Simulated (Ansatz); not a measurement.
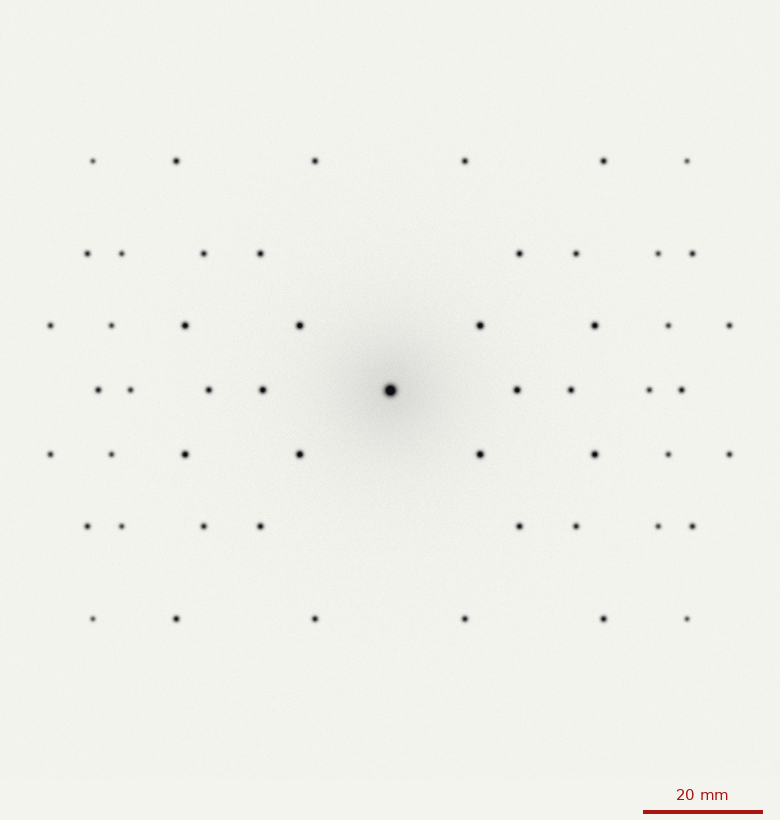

Simulated X-ray rotation photograph: Mo Kα radiation (λ = 0.7107 Å), cylindrical film of radius 57.3 mm unrolled, rotation axis vertical and normal to the beam, kinematic intensities without Lorentz or polarisation factors, the film spanning ±63° about the beam; spots down to d = 0.73 Å.

Question: Measure the layer lines and find the identity period along the axis.

Answer: The first layer line lies 10.9 mm from the equator, so tan ν = 0.190, sin ν = 0.187 and the period is λ/sin ν = 3.81 Å. Further lines follow at 23.0, 38.7 mm.

The crystal is Ru, space group Fm-3m (No. 225), a = 3.811 Å. Structure: the input geometry of an electronic-structure calculation (not necessarily at equilibrium); the starting structure was generated, so it need not be a known form of this composition.

Question: About which axis was it rotated?

Answer: About [001] (or an equivalent direction), whose length in the conventional cell is 3.811 Å.
